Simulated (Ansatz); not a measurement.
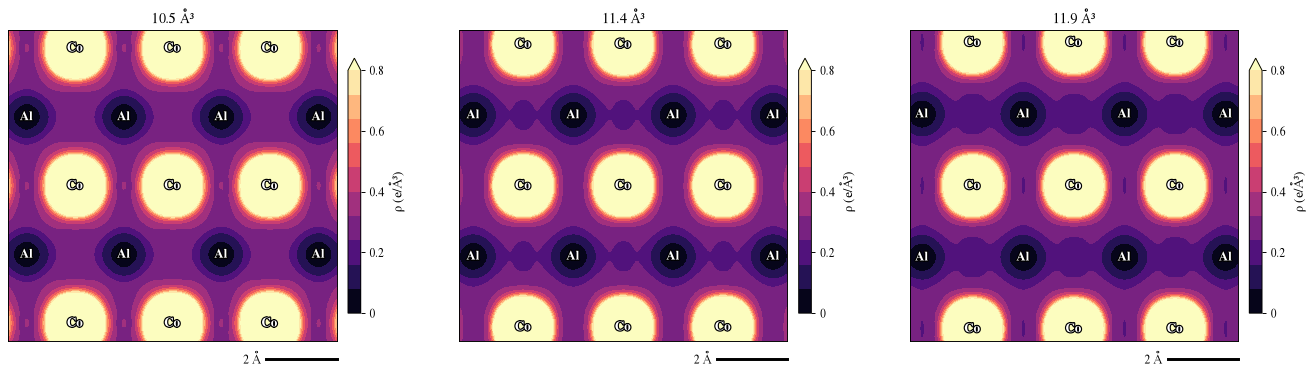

AlCo. The valence electron density of cells scaled evenly to different volumes (given per atom above each panel), on the (101̄) plane of each (indices in the axes of the cell below), at one length scale and on one colour scale.

A structure from a database of computed crystals, not necessarily the ambient phase; the program warned that a starting moment wasn't kept; spin-polarised, but the moments vanished.

The calculation used Ansatz, Kohn-Sham DFT of a periodic cell, LDA, Ansatz PAW.

In a PAW calculation such maps are meaningful between the atoms, not at the nuclei.

The largest cell:

```
CELL_PARAMETERS angstrom
2.87470 0.00000 0.00000
0.00000 2.87470 0.00000
0.00000 0.00000 2.87470
ATOMIC_POSITIONS crystal
Co 0.50000 0.50000 0.50000
Al 0.00000 0.00000 0.00000
```

| volume (Å³/atom) | Al–Co contact in the plane (Å) | ρ at its midpoint (e/Å³) | pressure (GPa) | 
| --- | --- | --- | --- |
| 10.53 | 2.392 | 0.361 | 7.7 | 
| 10.98 | 2.425 | ? | ? | 
| 11.43 | 2.458 | 0.325 | −8.9 | 
| 11.88 | 2.490 | 0.309 | −14.8 | 

> What values belong in the row with question marks?

Over the known rows ln ρ falls by 1.59 per Å of Al–Co distance (a least-squares line), which gives 0.343 e/Å³ at 2.425 Å; the calculation gives 0.342 e/Å³. For the pressure, a straight line in volume between the neighbouring rows gives −0.6 GPa; the calculation gives −1.5, lower because pressure rises ever faster on compression.
